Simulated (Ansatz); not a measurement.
System: HfSi₁₅O₃₂ (cell with a defect).

Input

```
crystal:
  lattice:
    - [-10.0525946321, 0.0, 0.0]
    - [0.0, -10.0525946321, 0.0]
    - [5.0262973161, 5.0262973161, 7.3717411703]
  atoms:
    - { symbol: Hf, position: [0.0, 0.5, 0.5] }
    - { symbol: Si, position: [0.5, 0.5, 0.5] }
    - { symbol: Si, position: [0.0, 0.0, 0.5] }
    - { symbol: Si, position: [0.0, 0.5, 0.0] }
    - { symbol: Si, position: [0.5, 0.0, 0.5] }
    - { symbol: Si, position: [0.5, 0.5, 0.0] }
    - { symbol: Si, position: [0.0, 0.0, 0.0] }
    - { symbol: Si, position: [0.5, 0.0, 0.0] }
    - { symbol: Si, position: [0.625, 0.375, 0.25] }
    - { symbol: Si, position: [0.125, 0.375, 0.25] }
    - { symbol: Si, position: [0.625, 0.875, 0.25] }
    - { symbol: Si, position: [0.625, 0.375, 0.75] }
    - { symbol: Si, position: [0.125, 0.875, 0.25] }
    - { symbol: Si, position: [0.125, 0.375, 0.75] }
    - { symbol: Si, position: [0.625, 0.875, 0.75] }
    - { symbol: Si, position: [0.125, 0.875, 0.75] }
    - { symbol: O, position: [0.5162606923, 0.4375, 0.125] }
    - { symbol: O, position: [0.0162606923, 0.4375, 0.125] }
    - { symbol: O, position: [0.5162606923, 0.9375, 0.125] }
    - { symbol: O, position: [0.5162606923, 0.4375, 0.625] }
    - { symbol: O, position: [0.0162606923, 0.9375, 0.125] }
    - { symbol: O, position: [0.0162606923, 0.4375, 0.625] }
    - { symbol: O, position: [0.5162606923, 0.9375, 0.625] }
    - { symbol: O, position: [0.0162606923, 0.9375, 0.625] }
    - { symbol: O, position: [0.5625, 0.3912606923, 0.375] }
    - { symbol: O, position: [0.0625, 0.3912606923, 0.375] }
    - { symbol: O, position: [0.5625, 0.8912606923, 0.375] }
    - { symbol: O, position: [0.5625, 0.3912606923, 0.875] }
    - { symbol: O, position: [0.0625, 0.8912606923, 0.375] }
    - { symbol: O, position: [0.0625, 0.3912606923, 0.875] }
    - { symbol: O, position: [0.5625, 0.8912606923, 0.875] }
    - { symbol: O, position: [0.0625, 0.8912606923, 0.875] }
    - { symbol: O, position: [0.8125, 0.4837393077, 0.375] }
    - { symbol: O, position: [0.3125, 0.4837393077, 0.375] }
    - { symbol: O, position: [0.8125, 0.9837393077, 0.375] }
    - { symbol: O, position: [0.8125, 0.4837393077, 0.875] }
    - { symbol: O, position: [0.3125, 0.9837393077, 0.375] }
    - { symbol: O, position: [0.3125, 0.4837393077, 0.875] }
    - { symbol: O, position: [0.8125, 0.9837393077, 0.875] }
    - { symbol: O, position: [0.3125, 0.9837393077, 0.875] }
    - { symbol: O, position: [0.6087393077, 0.1875, 0.125] }
    - { symbol: O, position: [0.1087393077, 0.1875, 0.125] }
    - { symbol: O, position: [0.6087393077, 0.6875, 0.125] }
    - { symbol: O, position: [0.6087393077, 0.1875, 0.625] }
    - { symbol: O, position: [0.1087393077, 0.6875, 0.125] }
    - { symbol: O, position: [0.1087393077, 0.1875, 0.625] }
    - { symbol: O, position: [0.6087393077, 0.6875, 0.625] }
    - { symbol: O, position: [0.1087393077, 0.6875, 0.625] }
  host:
    lattice:
      - [-2.513148658, 2.513148658, 3.6858705851]
      - [2.513148658, -2.513148658, 3.6858705851]
      - [2.513148658, 2.513148658, -3.6858705851]
    atoms:
      - { symbol: Si, position: [0.0, 0.0, 0.0] }
      - { symbol: Si, position: [0.75, 0.25, 0.5] }
      - { symbol: O, position: [0.375, 0.2174786153, 0.3424786153] }
      - { symbol: O, position: [0.9674786153, 0.625, 0.8424786153] }
      - { symbol: O, position: [0.7825213847, 0.125, 0.1575213847] }
      - { symbol: O, position: [0.875, 0.0325213847, 0.6575213847] }
basis:
  ecutwfc: 420
  xc_grid: 2
kpoints:
  mp_grid: { grid: [2, 2, 2], shift: [0.0, 0.0, 0.0] }
hamiltonian:
  xc: pbe
scf:
  occupations: { method: gaussian, width: 0.01 }
output:
  forces: true
  stress: false
  eigenvalues: true
  charged_corrections:
    defect_position: [0.0, 0.5, 0.5]
    epsilon: [[3.8795, 0.0, 0.0], [0.0, 3.8795, 0.0], [0.0, 0.0, 4.0911]]
  write_density: true
  write_potential: true
  elf: true
  volumetric_format: npy
relax:
  adjacent_minimum: "off"
  f_tol: 0.025
  max_steps: 45
```

Run with:

```sh
ansatz run input.yaml --threads 4 --pin off --max-ram 6144MiB --backend cpu --events-out ev --progress --plain --runs-dir out
```

The fields are those of the relaxed geometry.

The calculation used Ansatz, DFT PBE, scalar-relativistic, plane waves, PAW.

Question: What will maps of the valence pseudo-density and electron localisation function show?

Answer: Si–O (1.62 Å): ρ is about 1.2 e/Å³ halfway; the ELF peaks at about 0.85 between the atoms: a polar covalent bond.
Hf–O (1.94 Å): ρ at the midpoint is about 1.1 e/Å³; the ELF peaks at about 0.80 in the valence shell of O, 0.6 Å from its nucleus, and drops to about 0.20 between the two atoms: no localised pair shows between them.

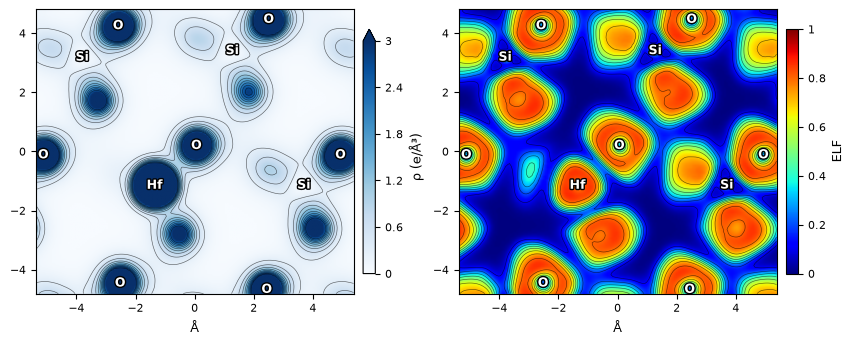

Computed valence pseudo-density and electron localisation function on the (101̄) plane of the calculation cell, in this order. Atoms just off the plane (Si, 0.9 Å away and O, 0.4 Å away) can leave unmarked features too.
